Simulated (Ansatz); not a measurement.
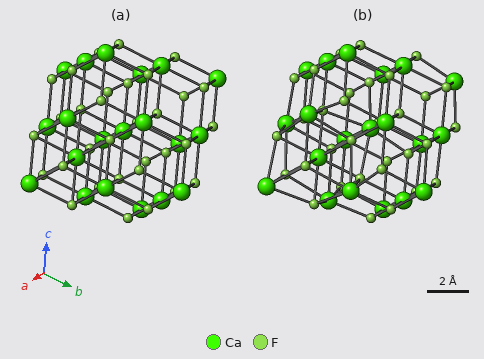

The structure of a defect cell of composition Ca17F32 before (left) and after (right) a relaxation, at one scale.

The picture is a ball-and-stick view of the atoms within 5.8 Å of the atom that moves most (axes of the cell of the calculation (origin shifted)), seen slightly off an axis.

Case: Ca interstitial, charge +0, atoms relaxed at the host's cell.

Theory: DFT PBE, scalar-relativistic, plane waves, PAW in Ansatz 0.2.0. (plane-wave cutoff 420 eV; k-point mesh 2 × 2 × 2; occupations gaussian; smearing width 0.01 eV; mesh shifted by (0.5, 0.5, 0.5); no spin polarisation; atoms relaxed in a fixed cell; force threshold 0.025 eV/Å; at most 45 steps)

Q: Describe what moved and what it gained.

A: The largest moves, 0.30 Å, are those of Ca atoms. By element the largest moves are Ca 0.30 Å, F 0.06 Å. The cell doesn't change. Some distances before and after: Ca–Ca 2.756 → 3.052 Å, Ca–F 2.387 → 2.557 Å, Ca–F 2.387 → 2.277 Å, Ca–F 2.387 → 2.436 Å. Bond angles that change, for instance: Ca–F–Ca 109.5° → 103.0°, Ca–F–Ca 70.5° → 77.0°, Ca–F–Ca 109.5° → 115.7°. Over 4 accepted moves (5 points after the start) the energy falls by 1.346 eV per cell of the calculation. The largest force component goes from 1.9 to 0.012 eV/Å. The line search rejected the trial step at point 4 of the run.
